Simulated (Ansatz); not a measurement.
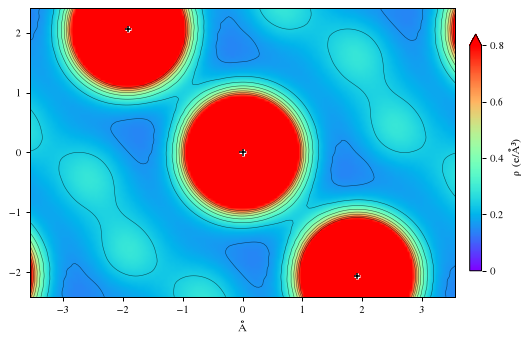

The valence electron density on a plane through atoms (crosses mark nuclei in the plane).

Level of theory: DFT LDA, scalar-relativistic, plane waves, PAW (Ansatz 0.2.0).

Candidates:
A. Ag, a = 6.41 Å, b = 6.41 Å, c = 2.82 Å, α = 103.19°, β = 132.93°, γ = 90.00°. Space group I4/mmm; a structure from a database of computed crystals, not necessarily the ambient phase; changed on purpose from its base cell (band edges of the strained film's bulk); computed without spin polarisation.
B. CuO$_{2}$, a = 2.83 Å, b = 10.42 Å, c = 4.34 Å, α = 90.00°, β = 90.00°, γ = 90.00°. Space group Cmcm; a structure from a database of computed crystals, not necessarily the ambient phase; not relaxed (largest force 0.8 eV/Å); computed pressure about −15 GPa in this cell; spin-polarised.

Q: Which candidate gave the map?

A: Candidate A: Ag on the (010) plane of the calculation cell, which holds Ag. Ag–Ag (2.82 Å): the density is about 0.25 e/Å³ at the midpoint.
